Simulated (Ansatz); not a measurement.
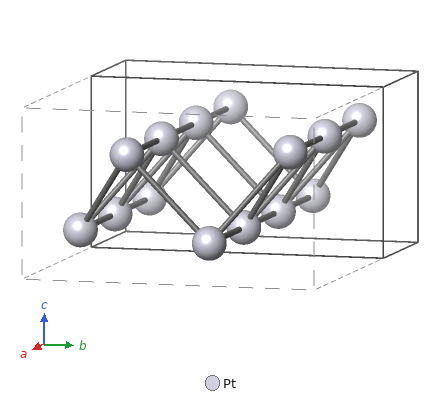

Pt (Cmcm, No. 63): coordinates from a relaxation with DFT, RPBE, plane waves (420 eV) with PAW, scalar-relativistic (Ansatz 0.2.0); the starting structure was generated, so it need not be a known form of this composition.

```
Pt
1.0
     2.74358    0.00000    0.00000
     0.00000    6.60830    0.00000
     0.00000    0.00000    3.75505
Pt
4
Cartesian
  1.3718 0.9312 0.9388
  0.0000 2.3729 2.8163
  0.0000 4.2354 0.9388
  1.3718 5.6770 2.8163
```

What will a dark-field STEM-like image along [001] show? Simulated incoherent Z contrast: every atom adds Z^1.7 spread by a probe of 1.11 Å full width; channelling and multiple scattering are left out. The probe carries 25 % of its weight in a tail 2.5 times as wide. Shot noise was added.

Answer. The columns repeat on a centred rectangular net of 2.74 × 6.61 Å (plane group c2mm). All columns are alike (Pt). The shortest distance between visible columns is 1.86 Å in projection. Along the beam the structure repeats every 3.76 Å.

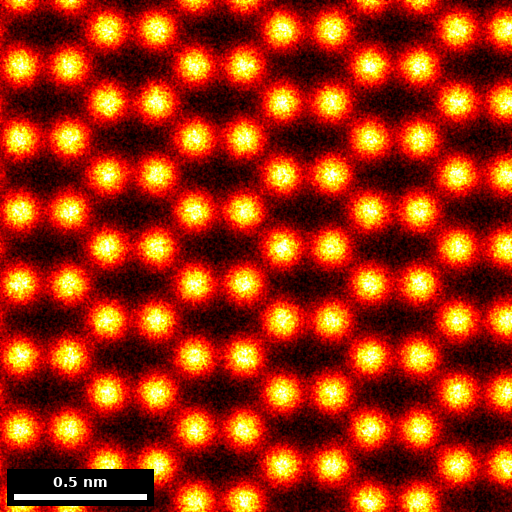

The simulated image.
